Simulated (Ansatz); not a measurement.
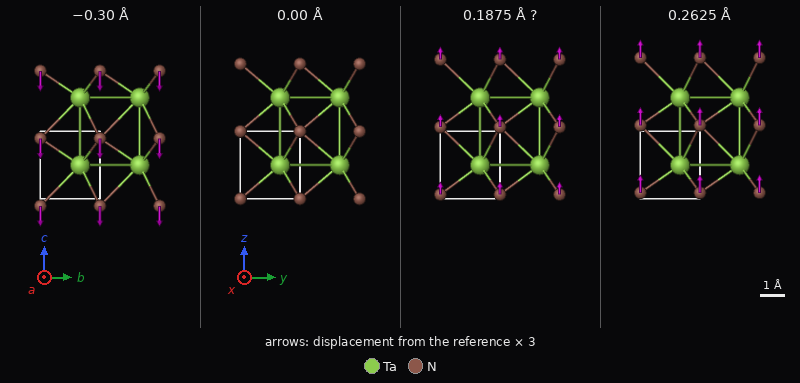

Energy scan for a crystal of TaN (P-6m2), in which the whole N sublattice is shifted rigidly, along Cartesian [0 0 1], all else fixed. Style: ball-and-stick. Shown: the cell of the calculation, repeated 2 × 2 × 2 with one cell outlined, along the a axis. Purple arrows: displacements from the reference.

Method: DFT PBEsol, scalar-relativistic, plane waves, PAW in Ansatz 0.2.0. Settings: plane-wave cutoff 420 eV; k-point mesh 18 × 18 × 16; occupations gaussian; smearing width 0.15 eV; no spin polarisation. Energies (free energies at the smearing named) are counted from the cell as listed in its source, which wasn't relaxed.

| displacement (Å) | ΔE (meV/cell) |
| --- | --- |
| −0.3000 | 673 |
| −0.1500 | 160 |
| 0.0000 | 0 |
| 0.0375 | 10 |
| 0.0750 | 39 |
| 0.1125 | 89 |
| 0.1875 | ? |
| 0.2250 | 369 |
| 0.2625 | 509 |

### Fill in the missing row.

A straight line between the two neighbours gives 276 meV/cell. A cubic through the four nearest rows (0.0750, 0.1125, 0.2250, 0.2625) gives, with Lagrange weights, (−0.2000)(39) + (0.5000)(89) + (1.0000)(369) + (−0.3000)(509) = 253 meV/cell. The calculation gives 252 meV/cell, so the cubic is 1 meV/cell too high and the straight line 24 meV/cell too high, as the curve bends upwards here.

The whole profile:

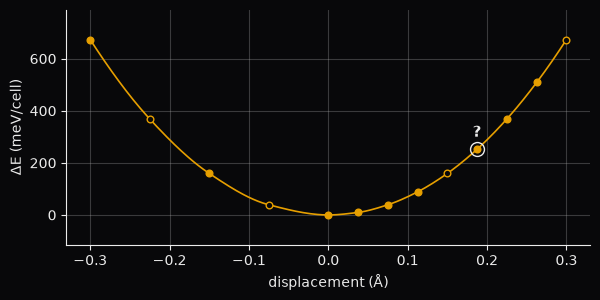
